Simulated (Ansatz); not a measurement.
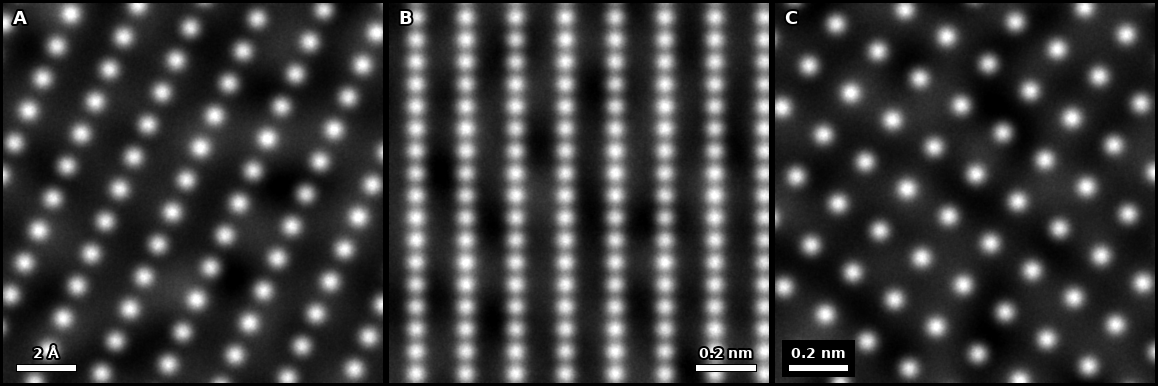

Three views of Co (Fm-3m, No. 225) along different zone axes. Simulation: incoherent imaging, intensity Z^1.7 per atom, probe width 0.53 Å, thin sample. The probe carries 25 % of its weight in a tail 2.5 times as wide. Shot noise and the speckle of an amorphous layer were added. Structure used: the geometry relaxed with Ansatz, DFT, PBEsol, plane waves (420 eV) with PAW, scalar-relativistic; the starting structure was generated, so it need not be a known form of this composition.

```cif
data_structure
_symmetry_space_group_name_H-M 'P 1'
_symmetry_Int_Tables_number 1
_cell_length_a 3.4064
_cell_length_b 3.4064
_cell_length_c 3.4064
_cell_angle_alpha 90.000
_cell_angle_beta 90.000
_cell_angle_gamma 90.000
_cell_volume 39.53
loop_
_atom_site_label
_atom_site_type_symbol
_atom_site_fract_x
_atom_site_fract_y
_atom_site_fract_z
_atom_site_occupancy
Co1 Co 0.00000 0.00000 0.00000 1
Co2 Co 0.00000 0.50000 0.50000 1
Co3 Co 0.50000 0.00000 0.50000 1
Co4 Co 0.50000 0.50000 0.00000 1
```

Q: Match the panels to the zone axes [001], [210] and [211].

A is [211]: projected cell 1.20 × 1.97 Å, 90°, plane group p2mm. B is [210]: projected cell 0.76 × 1.70 Å, 90°, plane group p2mm. C is [001]: projected cell 1.70 × 1.70 Å, 90°, plane group p4mm.
